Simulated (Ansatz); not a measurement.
## Electronic structure of LiTa₃O₄ in real space

```
Li Ta O
1.0
     2.87516    0.00286   -0.00540
    -0.08532    2.92224    0.00471
    -0.37829   -0.49998   10.85217
Li Ta O
1 3 4
Direct
  0.79504 0.98093 0.85975
  0.63427 0.05828 0.38407
  0.34353 0.43958 0.59789
  0.08712 0.51295 0.08630
  0.85752 0.95505 0.68357
  0.59522 0.02210 0.14352
  0.56490 0.48902 0.94878
  0.12240 0.54209 0.29610
```

Space group P1; a structure from a database of computed crystals, not necessarily the ambient phase; a generated structure, not necessarily the stable one.

Theory: DFT PBE, spin-orbit coupling, plane waves, PAW (Ansatz 0.2.0).

The density is the valence pseudo-density of a PAW calculation; it isn't the true density close to the nuclei.

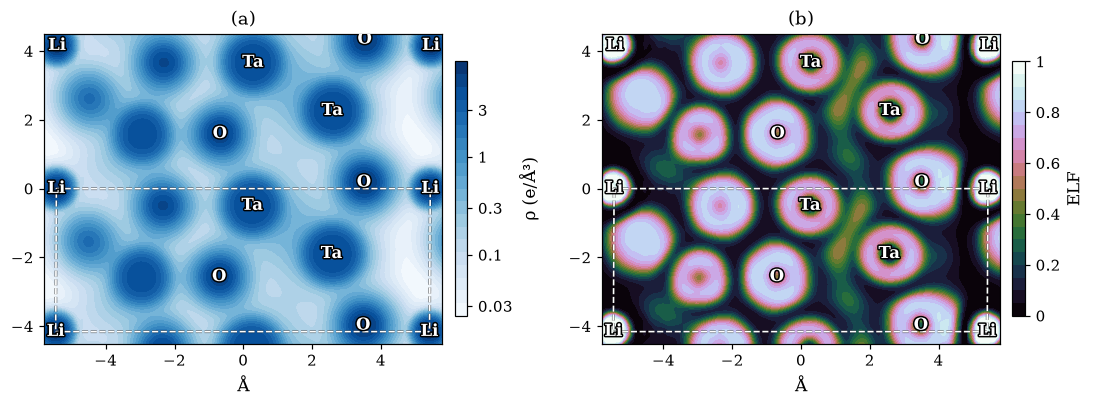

Figure 1. (a) valence electron density; (b) electron localisation function on the (110) plane of the conventional cell.

Question: Interpret the plot.

Answer: The plane passes through Li, Ta and O nuclei. Atoms just off the plane (Ta, 0.4 Å away and O, 0.3 Å away) can leave unmarked features too. Ta–Ta (2.70 Å): ρ at the midpoint is about 0.46 e/Å³; the ELF is about 0.45 at the midpoint. Li–O (1.93 Å): the density is about 0.4 e/Å³ at the midpoint; the ELF peaks at about 0.85 in the valence shell of O, 0.7 Å from its nucleus, and is about 0.60 at the midpoint. Between the atoms the lowest density in this plane is 0.02 e/Å³. The features right at Li and Ta lie inside the PAW spheres, where the map follows smoothed inner orbitals and isn't to be read closely.

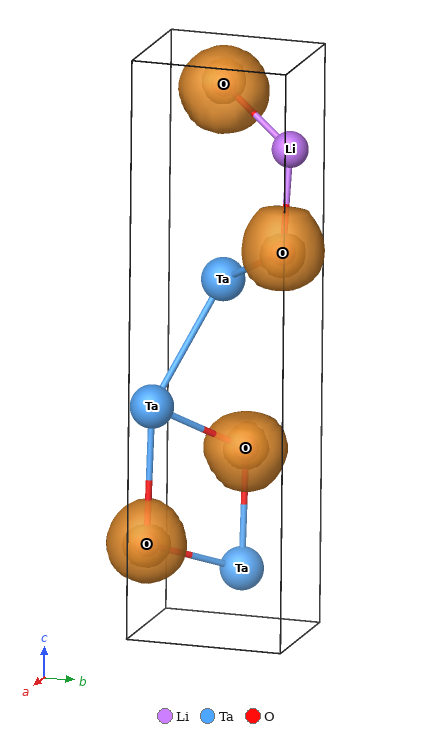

Figure 2. Isosurface of the electron localisation function at 0.75 (orange), seen slightly off an axis. Only the valence region is drawn (cores and ρ < 0.01 e/Å³ removed). Sticks mark near contacts.

Question: What do the ELF domains correspond to?

Answer: At this value the surface marks out four regions wrapped around O (the valence shell of each), counted in one cell of 8 atoms. Any copies at cell faces, edges or corners count once. Along the contacts the grid gives the following. Li–O (1.89 Å): the ELF peaks at about 0.85 in the valence shell of O, 0.6 Å from its nucleus, and is about 0.55 at the midpoint. Ta–O (2.07 Å): the ELF peaks at about 0.80 in the valence shell of O, 0.6 Å from its nucleus, and drops to about 0.20 between the two atoms: no localised pair shows between them.

Question: Does the calculation make it a metal, or give it a gap?

Answer: It is gapless in this calculation (a metal or semimetal); semilocal functionals without U, or without the true magnetic order, often close the gap of such compounds.
